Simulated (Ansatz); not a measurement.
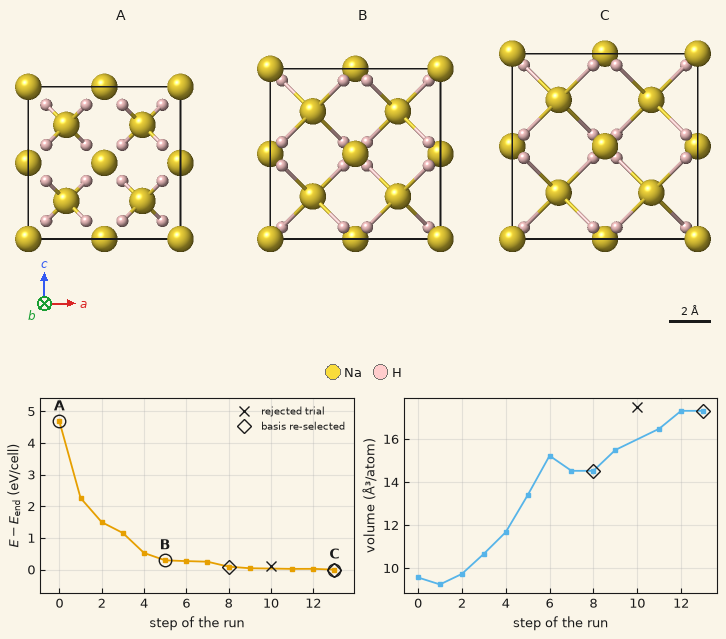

Frames of a relaxation of crystalline Na3H8 (a generated structure, set up in Fm-3m) (coarse preliminary run), marked on the history of the run. Style: ball-and-stick. Shown: the conventional cell (4 times the calculation's cell), along the b axis. Lengths and directions refer to the drawn axes.

Theory: DFT PBE, scalar-relativistic, plane waves, PAW (Ansatz 0.2.0). Settings: plane-wave cutoff 420 eV; k-point mesh 4 × 4 × 4; occupations gaussian; smearing width 0.1 eV; no spin polarisation; cell and atoms relaxed; force threshold 0.04 eV/Å; at most 70 steps.

What happens along the run?

Answer. Over 10 accepted moves (13 points after the start) the energy falls by 4.680 eV per cell of the calculation. The largest force component goes from 1.4 to 0.001 eV/Å. Pressure: 8.60 GPa at the start and 0.04 GPa at the end. The line search rejected the trial step at point 10 of the run. The SCF was repeated twice at an unchanged geometry on a basis and grid sized afresh for the cell, which shifted the energy by 0.157 eV per cell of the calculation at most. The largest moves relative to the cell, 0.87 Å, are those of H atoms. Na stays in place. The drawn cell changes as follows: a = b = c 7.495 → 9.133 Å (+21.9 %); the volume changes by +80.9 %. Near-neighbour distances that change, for instance: H–Na 1.711 → 2.959 Å, Na–Na 3.245 → 3.955 Å. The space group stays Fm-3m (No. 225). Cost: 23 s on 1 thread of Intel(R) Xeon(R) Platinum 8259CL CPU @ 2.50GHz (Skylake/Cascade Lake), with other jobs on the host, peak memory 0.46 GiB. From step 0 to 5: H atoms move most (0.71 Å), volume +39.9 %, energy −4.387 eV per cell of the calculation. From step 5 to 13: H atoms move most (0.10 Å), volume +29.3 %, energy −0.293 eV per cell of the calculation.
